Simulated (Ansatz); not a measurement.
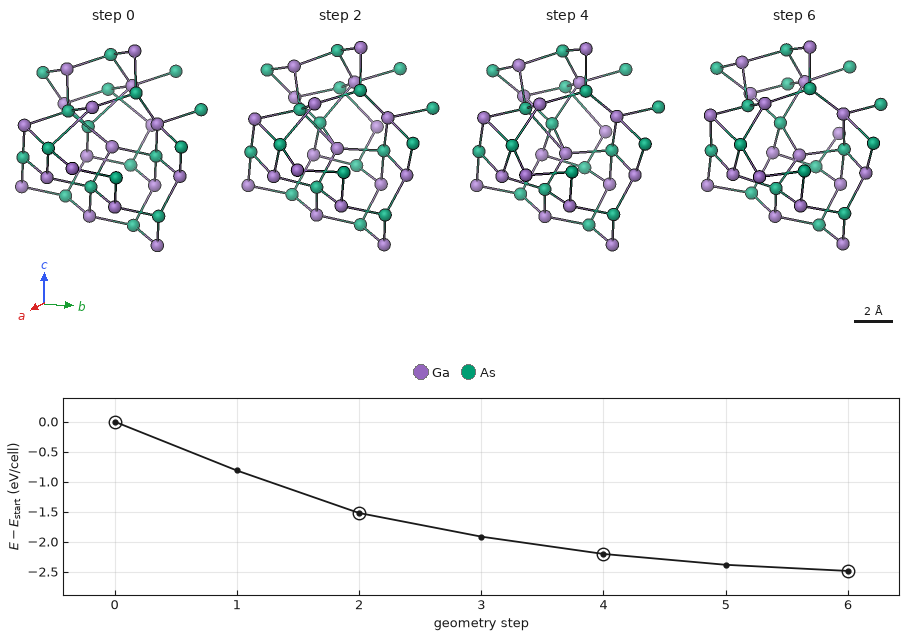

Frames of a relaxation of an interface cell of composition GaAs, marked on the history of the run. Style: ball-and-stick. Shown: the atoms within 5.8 Å of the atom that moves most (axes of the conventional cell (2 times the calculation's cell)), slightly off an axis. Lengths and directions refer to the drawn axes.

Case: symmetric tilt boundary Sigma 5 (2 1 0), mirror on a plane, shift [0.5, 0].

Method: Ansatz 0.2.0, DFT PBE, scalar-relativistic, plane waves, PAW. Settings: plane-wave cutoff 420 eV; k-point mesh 6 × 6 × 2; occupations gaussian; smearing width 0.05 eV; no spin polarisation; cell relaxed at fixed a, b, alpha, beta, gamma; force threshold 0.02 eV/Å; at most 60 steps.

Question: Describe the path.

Answer: The run was cut off at its time limit before the relaxation converged, so the last structure is only a point on the way. Over 6 geometry steps the energy falls by 2.486 eV per cell of the calculation. The largest force component goes from 0.82 to 0.12 eV/Å. The pressure goes from 0.71 to 0.41 GPa. The largest moves relative to the cell, 0.76 Å, are those of Ga atoms. By element the largest moves are Ga 0.76 Å, As 0.59 Å. Cell: a unchanged at 5.745 Å, b unchanged at 12.847 Å, c 25.994 → 26.357 Å (+1.4 %). Volume +1.4 %. Among the contacts that change: As–Ga 3.177 → 3.909 Å, As–Ga 3.177 → 2.567 Å, As–As 3.741 → 3.254 Å, As–Ga 2.606 → 3.048 Å. Among the angles between lasting bonds that change: Ga–As–Ga 109.5° → 78.7°, As–Ga–As 96.4° → 122.2°, As–Ga–As 109.5° → 134.5°. From step 0 to 2: As atoms move most (0.35 Å), volume +1.0 %, energy −1.521 eV per cell of the calculation. From step 2 to 4: Ga atoms move most (0.31 Å), volume −0.2 %, energy −0.682 eV per cell of the calculation. From step 4 to 6: Ga atoms move most (0.39 Å), volume +0.6 %, energy −0.283 eV per cell of the calculation.
